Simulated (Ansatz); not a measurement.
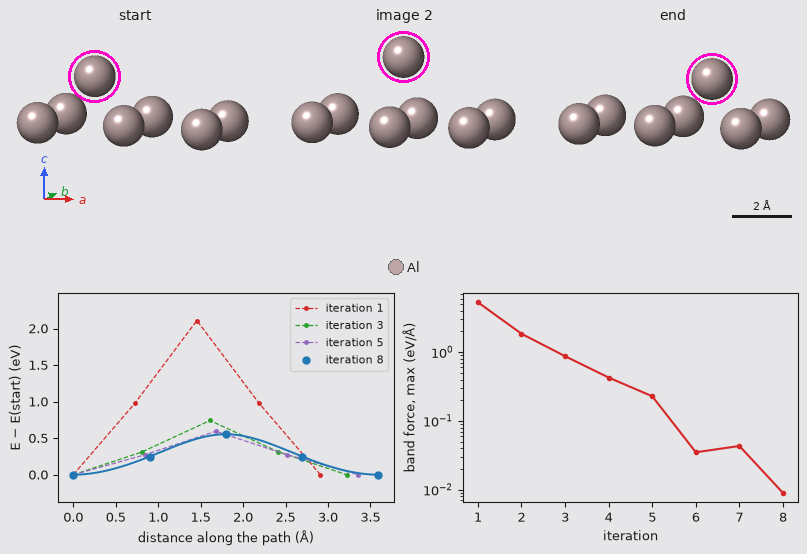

NEB run on Al on Al(100) (65 atoms in the cell). Images are numbered from 0 (start) to 4 (end). The plot follows the band through its iterations. Style: spheres-only. Shown: the atoms within 4.4 Å of the middle of the path, slightly off an axis. The moving atom is ringed, with any periodic copies.

All numbers below come from Ansatz 0.2.0, DFT PBE, scalar-relativistic, plane waves, PAW. Settings: plane-wave cutoff 420 eV; k-point mesh 3 × 3 × 1; Gaussian smearing 0.1 eV; 16 atoms held fixed; 3 movable images; climbing image; force threshold 0.04 eV/Å; iteration limit 66.

> Did the band converge, and can the barrier be trusted?

The result is final at these settings. The band converged in 8 iterations. The largest component of the band force went from 5.3 to 0.009 eV/Å. The climbing image converged on the top of the path. A check of its curvatures found one unstable direction (−0.85 eV/Å²), as a transition state must have. The first iteration put the highest image at 2.11 eV. The barrier is about 0.55 eV in both directions, with image 2 at the top; the ends have the same energy.

Cost: 21 min on 8 threads of AMD EPYC 7R13 Processor (Zen 3) (shared host), peak memory 14 GiB.
